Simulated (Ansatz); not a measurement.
**TiSi₂: a changed input and its effect**

System: TiSi₂ (6 atoms in the cell).
Method of the first run: DFT, PBEsol, all-electron LAPW, scalar-relativistic, no spin polarisation (Ansatz 0.2.0).

The structure derives from an entry of the Crystallography Open Database. Its volume is 0.94 times that of the source entry. Text and figures count atoms from 1; the logs count them from 0 in places.

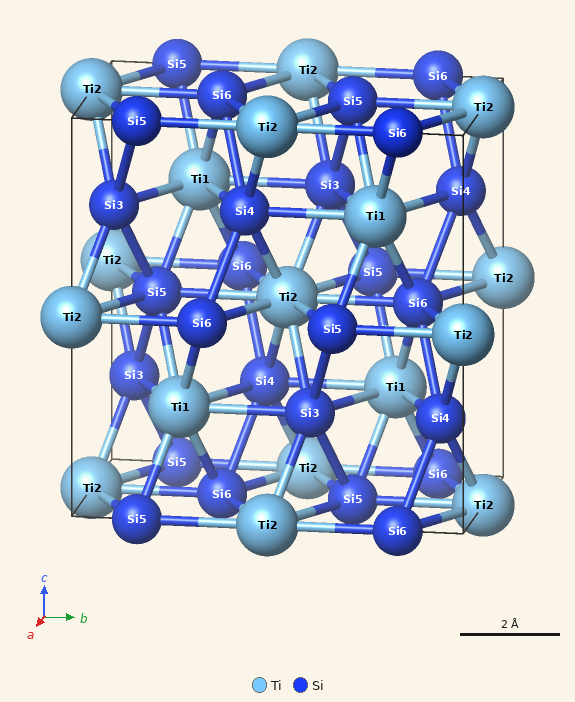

**Figure 1.** The structure as given in the input (ball-and-stick view of the cell 4 times as large as that of the calculation, set on its symmetry axes, seen slightly off an axis; atoms are numbered from 1 in the order of the input). An atom can appear more than once, as a periodic image.

### The input, the first run
```yaml
crystal:
  lattice:
    - [0.0, 4.0339355957, 4.1745062023]
    - [2.3377822484, 0.0, 4.1745062023]
    - [2.3377822484, 4.0339355957, 0.0]
  atoms:
    - { symbol: Ti, position: [0.75, 0.75, 0.75] }
    - { symbol: Ti, position: [0.5, 0.5, 0.5] }
    - { symbol: Si, position: [0.083, 0.417, 0.083] }
    - { symbol: Si, position: [0.417, 0.083, 0.417] }
    - { symbol: Si, position: [0.167, 0.833, 0.167] }
    - { symbol: Si, position: [0.833, 0.167, 0.833] }
kpoints:
  mp_grid: { grid: [8, 8, 8] }
  band_path:
    path:
      - [0.0, 0.0, 0.0]
      - [0.5, 0.0, 0.5]
      - [1.0, 0.5, 0.5]
      - [0.5, 0.5, 0.0]
      - [0.0, 0.0, 0.0]
      - [0.0, 0.4123673781, 0.4123673781]
      - [1.0, 0.5876326219, 0.5876326219]
      - [1.0, 0.5, 0.5]
      - [0.5, 0.0, 0.5]
    npoints: 5
scf:
  occupations: { method: fermi_dirac, width: 0.08 }
hamiltonian:
  xc: pbesol
  pseudopotentials: { kind: all_electron, lapw: { basis_error: 0.0005 } }
output:
  forces: true
  stress: true
  eigenvalues: true
```

Launched with:
```bash
ansatz run input.yaml --threads 2 --pin off --max-ram 8192MiB --backend cpu --events-out ev --progress --plain --runs-dir out
```

Hardware: 2 threads of Arm Neoverse V2, 24 GiB of memory available, shared host.

### Output, shortened to warnings, some set-up lines, iterations and results (the first run)
```
Basis set: ecut = 274.065614751242 eV, 815 PW (Γ), FFT grids on a1−a2, a2, a3, exchange–correlation at level 2
Symmetry: 8 space group operations
k-points: 95 of 512
Initial density: superposition of atomic densities (chi_scale 0.1, normalization cell, long waves kept (reshape's long-wave potential 0.00 eV rms))
[...]
SCF iter   1: F=—  HF=-77931.443178 eV  |F-HF|=—  |Δ(HF+E_count)|=         —  Δρ=2.95e-2  dr2=8.67e-1  ethr=1.20e-3  ⟨swp⟩=2.0  Hψ=28521  notcnv=0
SCF iter   2: F=—  HF=-77931.139667 eV  |F-HF|=—  |Δ(HF+E_count)|=   3.04e-1  Δρ=2.12e-2  dr2=6.77e-1  ethr=1.20e-3  ⟨swp⟩=2.1  Hψ=12450  notcnv=0  defer=1
SCF iter   3: F=—  HF=-77931.003767 eV  |F-HF|=—  |Δ(HF+E_count)|=   1.36e-1  Δρ=9.92e-3  dr2=6.41e-2  ethr=8.93e-5  ⟨swp⟩=2.0  Hψ=20977  notcnv=0
SCF iter   4: F=—  HF=-77930.936507 eV  |F-HF|=—  |Δ(HF+E_count)|=   6.73e-2  Δρ=3.75e-3  dr2=1.57e-2  ethr=8.90e-5  ⟨swp⟩=2.6  Hψ=12399  notcnv=0
SCF iter   5: F=—  HF=-77930.931507 eV  |F-HF|=—  |Δ(HF+E_count)|=         —  Δρ=4.17e-4  dr2=8.31e-5  ethr=2.18e-5  ⟨swp⟩=3.0  Hψ=12168  notcnv=0
SCF iter   6: F=—  HF=-77930.931398 eV  |F-HF|=—  |Δ(HF+E_count)|=   1.09e-4  Δρ=1.93e-4  dr2=3.53e-5  ethr=1.15e-7  ⟨swp⟩=3.0  Hψ=12456  notcnv=0
SCF iter   7: F=—  HF=-77930.931390 eV  |F-HF|=—  |Δ(HF+E_count)|=   8.13e-6  Δρ=3.47e-5  dr2=7.18e-7  ethr=4.91e-8  ⟨swp⟩=2.1  Hψ=11749  notcnv=0
SCF iter   8: F=-77930.931390 eV  HF=-77930.931390 eV  |F-HF|=2.26e-8  |Δ(HF+E_count)|=   2.38e-7  Δρ=7.23e-6  dr2=4.69e-8  ethr=9.97e-10  ⟨swp⟩=2.6  Hψ=11823  notcnv=0
SCF 1 converged in 8 iterations: F = -77930.931390 eV  dr2 = 4.69e-8
NSCF: frozen V_eff on 41 k-points
SCF converged after 8 iterations
Free energy (F): -77930.931390 eV
Harris-Foulkes:  -77930.931390 eV  (|F-HF|=2.26e-8)
Internal energy: -77930.890671 eV  (E = F + TS)
E sigma→0 (E₀):  -77930.911030 eV
Entropy (-TS):   -0.040719 eV (-6.786 meV/atom)
Fermi energy:    14.935174 eV
--- Per-component energies (eV) ---
  E_band       = -2860.072383
  E_kinetic    = 78465.233745
  E_xc         = -4469.083239
  E_electrostatic = -151927.041177  (all electrons and nuclei)
  E_smearing   = -0.040719  (= −TS)
  E_closure    = 0.000000  (closes the sum)
  E_atoms      = -77889.553484  (free atoms, spherical and without spin; not in F)
  Σ components = -77930.931390   (vs F -77930.931390, Δ=0.00e0)
  Basis errors (estimates in eV, not in F): energy 1.5e-4 per atom: plane waves 1.3e-4 (6.9e-5 summed), levels above the bands 9.1e-25, relativity 3.8e-9, radial functions 2.4e-5, core shells 1.8e-7; eigenvalues (radial functions only) 7.5e-7; not estimated: angular momenta, meshes, grids; target …
--- Forces (eV/Å), atoms counted from 1 ---
  atom   1  Ti    -0.00000000     0.00000000    -0.00000000
  atom   2  Ti     0.00000000    -0.00000000     0.00000000
  atom   3  Si    -0.00000000     0.18777210    -0.00000000
  atom   4  Si     0.00000000    -0.18777210     0.00000000
  atom   5  Si     0.00000000    -0.18777210     0.00000000
  atom   6  Si     0.00000000     0.18777210    -0.00000000
  max |Σ_I F_I| component: 2.78e-17 eV/Å
--- Stress (GPa, compression-positive) ---
        9.043270      -0.000000      -0.000000
       -0.000000       6.708916       0.000000
       -0.000000       0.000000      10.175136
  P = ⅓ Tr σ = 8.6424 GPa (86.424 kbar)
```

For the second run the input was changed thus:
```diff
-    - [0.0, 4.0339355957, 4.1745062023]
-    - [2.3377822484, 0.0, 4.1745062023]
-    - [2.3377822484, 4.0339355957, 0.0]
+    - [0.0, 4.1721904249, 4.3175787994]
+    - [2.4179049172, 0.0, 4.3175787994]
+    - [2.4179049172, 4.1721904249, 0.0]
```

How does the second run compare with the first run?

With the same functional and potentials, the second run lies 1.1 meV per atom lower. The pressure goes from 8.64 to −7.01 GPa. The largest force goes from 0.188 to 0.161 eV/Å. The volume per atom goes from 13.12 to 14.52 Å³. The number of SCF iterations is the same. The plane waves at Γ go from 815 to 807.

### Output, shortened to warnings, some set-up lines, iterations and results (the second run)
```
Basis set: ecut = 253.05988263530318 eV, 807 PW (Γ), FFT grids on a1−a2, a2, a3, exchange–correlation at level 2
Symmetry: 8 space group operations
k-points: 95 of 512
Initial density: superposition of atomic densities (chi_scale 0.1, normalization cell, long waves kept (reshape's long-wave potential 0.00 eV rms))
[...]
SCF iter   1: F=—  HF=-77931.421907 eV  |F-HF|=—  |Δ(HF+E_count)|=         —  Δρ=2.60e-2  dr2=7.12e-1  ethr=9.88e-4  ⟨swp⟩=2.1  Hψ=28540  notcnv=0
SCF iter   2: F=—  HF=-77931.160916 eV  |F-HF|=—  |Δ(HF+E_count)|=   2.61e-1  Δρ=2.02e-2  dr2=7.75e-1  ethr=9.88e-4  ⟨swp⟩=2.2  Hψ=12467  notcnv=0
SCF iter   3: F=—  HF=-77931.047470 eV  |F-HF|=—  |Δ(HF+E_count)|=   1.13e-1  Δρ=1.05e-2  dr2=7.99e-2  ethr=9.88e-4  ⟨swp⟩=2.5  Hψ=12559  notcnv=0
SCF iter   4: F=—  HF=-77930.944445 eV  |F-HF|=—  |Δ(HF+E_count)|=   1.03e-1  Δρ=4.05e-3  dr2=2.09e-2  ethr=1.11e-4  ⟨swp⟩=2.9  Hψ=12643  notcnv=0
SCF iter   5: F=—  HF=-77930.937928 eV  |F-HF|=—  |Δ(HF+E_count)|=         —  Δρ=5.25e-4  dr2=3.20e-4  ethr=4.49e-7  ⟨swp⟩=2.5  Hψ=20690  notcnv=0
SCF iter   6: F=—  HF=-77930.937811 eV  |F-HF|=—  |Δ(HF+E_count)|=   1.16e-4  Δρ=1.96e-4  dr2=3.76e-5  ethr=4.44e-7  ⟨swp⟩=2.0  Hψ=11754  notcnv=0
SCF iter   7: F=—  HF=-77930.937806 eV  |F-HF|=—  |Δ(HF+E_count)|=   5.65e-6  Δρ=3.76e-5  dr2=1.00e-6  ethr=5.23e-8  ⟨swp⟩=2.1  Hψ=11769  notcnv=0
SCF iter   8: F=-77930.937805 eV  HF=-77930.937805 eV  |F-HF|=4.36e-8  |Δ(HF+E_count)|=   3.82e-7  Δρ=8.25e-6  dr2=8.01e-8  ethr=1.39e-9  ⟨swp⟩=2.8  Hψ=11917  notcnv=0
SCF 1 converged in 8 iterations: F = -77930.937805 eV  dr2 = 8.01e-8
NSCF: frozen V_eff on 41 k-points
SCF converged after 8 iterations
Free energy (F): -77930.937805 eV
Harris-Foulkes:  -77930.937805 eV  (|F-HF|=4.36e-8)
Internal energy: -77930.893307 eV  (E = F + TS)
E sigma→0 (E₀):  -77930.915556 eV
Entropy (-TS):   -0.044498 eV (-7.416 meV/atom)
Fermi energy:    13.322450 eV
--- Per-component energies (eV) ---
  E_band       = -2983.729430
  E_kinetic    = 78441.563844
  E_xc         = -4461.989898
  E_electrostatic = -151910.467253  (all electrons and nuclei)
  E_smearing   = -0.044498  (= −TS)
  E_closure    = 0.000000  (closes the sum)
  E_atoms      = -77889.553484  (free atoms, spherical and without spin; not in F)
  Σ components = -77930.937805   (vs F -77930.937805, Δ=0.00e0)
  Basis errors (estimates in eV, not in F): energy 1.5e-4 per atom: plane waves 1.3e-4 (6.9e-5 summed), levels above the bands 4.9e-22, relativity 3.7e-9, radial functions 2.4e-5, core shells 5.5e-8; eigenvalues (radial functions only) 7.5e-7; not estimated: angular momenta, meshes, grids; target …
--- Forces (eV/Å), atoms counted from 1 ---
  atom   1  Ti     0.00000000     0.00000000     0.00000000
  atom   2  Ti    -0.00000000     0.00000000     0.00000000
  atom   3  Si     0.00000000     0.16133390     0.00000000
  atom   4  Si     0.00000000    -0.16133390     0.00000000
  atom   5  Si     0.00000000    -0.16133390     0.00000000
  atom   6  Si     0.00000000     0.16133390     0.00000000
  max |Σ_I F_I| component: 2.78e-17 eV/Å
--- Stress (GPa, compression-positive) ---
       -6.240761       0.000000       0.000000
        0.000000      -6.459090       0.000000
        0.000000       0.000000      -8.330511
  P = ⅓ Tr σ = -7.0101 GPa (-70.101 kbar)
```

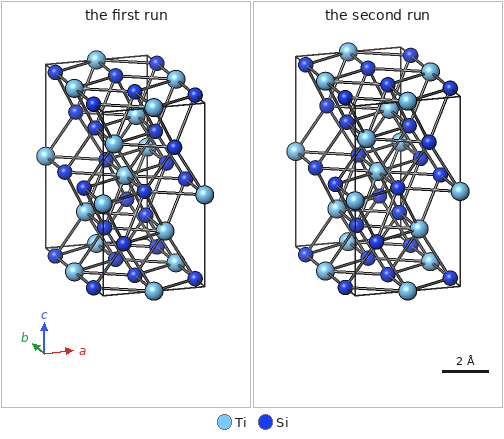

**Figure 2.** The two input geometries at one scale (ball-and-stick view of the cell 4 times as large as that of the calculation, set on its symmetry axes, seen slightly off an axis). No atom moves by more than 0.005 Å relative to the cell. The drawn cell changes as follows: a 4.676 → 4.836 Å (+3.4 %), b 8.068 → 8.344 Å (+3.4 %), c 8.349 → 8.635 Å (+3.4 %); the volume changes by +10.6 %. Among the contacts that change: Si–Ti 2.698 → 2.791 Å, Si–Si 2.486 → 2.572 Å, Si–Ti 2.484 → 2.569 Å.

### The two runs side by side

```csv
quantity,the first run,the second run
outcome,converged,converged
free energy per atom (eV),−12988.4886,−12988.4896
"energy per atom, smearing taken to zero (eV)",−12988.4852,−12988.4859
pressure (GPa),8.64,−7.01
volume per atom (Å³),13.12,14.52
largest force (eV/Å),0.188,0.161
SCF iterations,8,8
irreducible k-points,95,95
plane waves at Γ,815,807
wall time (shared host),44 s,41 s
```

For the first run: The cell is under a pressure of 8.6 GPa at this level, so it is not at its equilibrium volume. For the second run: The cell is under a tension of 7.0 GPa at this level, so it is not at its equilibrium volume.
